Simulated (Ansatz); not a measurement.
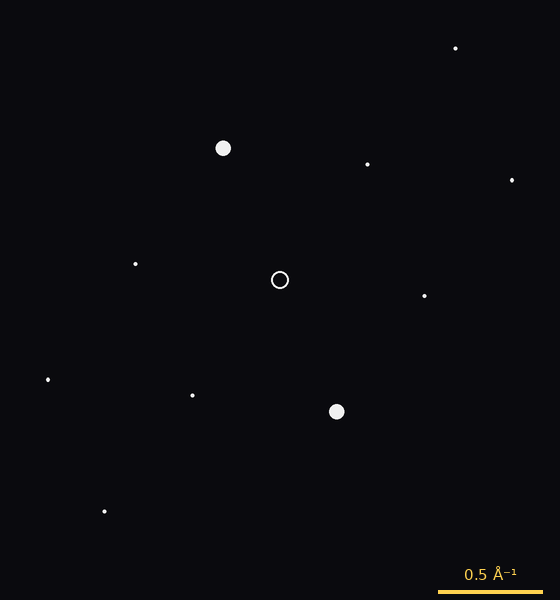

Kinematic zone-axis pattern, calculated for 80 keV electrons with B = 0.3 Å².

It belongs to Mo, space group R-3m (No. 166), a = 2.89 Å, c = 26.92 Å (hexagonal axes). Structure: the end point of a relaxation with DFT PBE, scalar-relativistic, plane waves, PAW in Ansatz 0.2.0; the starting structure was generated, so it need not be a known form of this composition.

Measure the pattern against the scale bar and name the zone.

Answer. The spots form a centred rectangular net (close to hexagonal) whose two shortest vectors correspond to d = 1.45 Å and 1.43 Å, 60.4° apart. They index as 2 -1 0 and 1 1 -3 (weak), so the zone axis is [121] (or an equivalent direction of <121>). The zones [001], [421] give nearly the same net, so geometry alone does not settle it; this pattern was computed for [121].

Which reflections of this zone are missing, and why?

Answer. The lattice centring (R) removes all reflections that break −h + k + l = 3n; reflections such as 3 -3 3, 3 0 -3 are allowed but too weak to see at this display level.
